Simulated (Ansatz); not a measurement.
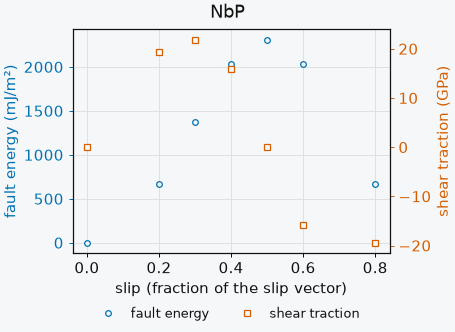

The figure shows the fault energy and shear traction against slip for NbP, space group I4_1md (No. 109).

Structure:
```yaml
crystal:
  lattice:
    - [-3.32025, 0.00000, 0.00000]
    - [0.00000, -3.32025, 0.00000]
    - [0.00000, 0.00000, 11.29039]
  atoms:
    - { symbol: Nb, position: [0.00000, 0.00000, 0.58389] }
    - { symbol: Nb, position: [0.50000, 0.50000, 0.08389] }
    - { symbol: Nb, position: [0.50000, 0.00000, 0.33389] }
    - { symbol: Nb, position: [0.00000, 0.50000, 0.83389] }
    - { symbol: P, position: [0.00000, 0.00000, 0.16614] }
    - { symbol: P, position: [0.50000, 0.50000, 0.66614] }
    - { symbol: P, position: [0.00000, 0.50000, 0.41614] }
    - { symbol: P, position: [0.50000, 0.00000, 0.91614] }
```

Method: rigid slide of a crystal across a plane by tilting cell vector c, one fault a cell, unrelaxed, by plane-wave density functional theory with PAW datasets, free energies less that of the undisturbed cell; scalar-relativistic (Ansatz 0.2.0). Level: PBEsol, no spin polarisation.

- wave cutoff: 420 eV
- k mesh: 14×14×4
- occupations: Gaussian
- smearing width: 0.15 eV
- k shift: (0, 0, 0) (mesh steps)
- start: relaxed
- height of the cut: 0 (fraction of cell vector c)
- slip vector: (1, 0) (multiples of cell vectors a and b)

The points at slip 0.6 and 0.8 follow from computed ones by symmetry.

The point at slip 0.1 is left out of the plot. What does the calculation give there?

```
slip (fraction of the slip vector)  fault energy (mJ/m²)  shear traction (GPa)
                               0.1                 167.9                 10.18
```
